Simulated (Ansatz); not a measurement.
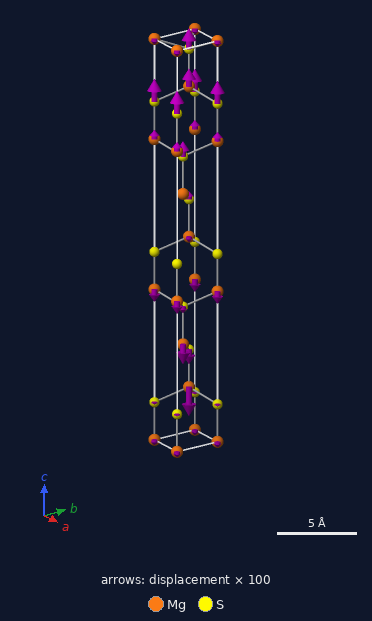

A relaxation of a crystal of MgS (a generated structure, set up in P3m1). The starting structure is drawn; purple arrows show the displacements (the part carried along by the change of the cell is left out), 100 times their true length.

A ball-and-stick model of the cell of the calculation, seen slightly off an axis.

Case: stacking ABCABCAB.

All numbers below come from DFT PBE, scalar-relativistic, plane waves, PAW (Ansatz). (plane-wave cutoff 420 eV; k-point mesh 9 × 9 × 1; occupations gaussian; smearing width 0.02 eV; no spin polarisation; cell and atoms relaxed; force threshold 0.01 eV/Å; at most 45 steps)

> Describe the change and its energy.

After 3 accepted moves (4 points after the start) the energy has fallen by 1.7 meV per atom. The largest force component goes from 0.21 to 0.003 eV/Å. The pressure goes from 0.06 to 0.00 GPa. The SCF was repeated once at an unchanged geometry on a basis and grid sized afresh for the cell, which shifted the energy by less than 0.05 meV per atom at most. A Mg atom moves most relative to the cell: 0.019 Å along −c. By element the largest moves are Mg 0.019 Å, S 0.015 Å. The volume changes by +0.1 %, with a = b 4.054 → 4.034 Å (−0.5 %), c 25.966 → 26.251 Å (+1.1 %). Near-neighbour distances that change, for instance: Mg–S 2.434 → 2.470 Å, Mg–S 2.477 → 2.463 Å. The space group stays P3m1 (No. 156).
